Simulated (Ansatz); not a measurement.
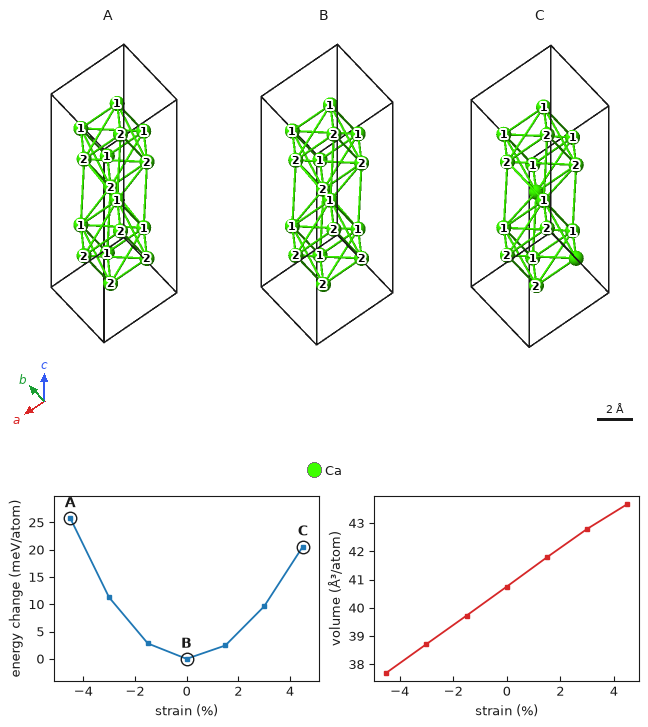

Members of a series of calculations on solid Ca (set up in P6_3/mmc), marked on the first curve. A ball-and-stick model of the cell of the calculation, repeated to show the pattern, seen from a free direction.

These are results of DFT PBEsol, scalar-relativistic, plane waves, PAW (Ansatz 0.2.0), not measurements. (plane-wave cutoff 420 eV; k-point mesh 12 × 12 × 8; occupations gaussian; smearing width 0.1 eV; no spin polarisation)

> Describe the series.

Biaxial strain in the a–b plane, c and atoms relaxed. A (strain −4.5 %): energy change 25.8 meV/atom, volume 37.70 Å³ per atom. B (strain 0.0 %): energy change 0.0 meV/atom, volume 40.75 Å³ per atom. C (strain 4.5 %): energy change 20.6 meV/atom, volume 43.67 Å³ per atom. The rest compares A with C. The drawn cell changes as follows: a = b 7.358 → 8.052 Å (+9.4 %), c 12.863 → 12.445 Å (−3.2 %); the volume changes by +15.8 %. Some distances before and after: Ca–Ca 3.679 → 4.026 Å, Ca–Ca 3.854 → 3.884 Å.
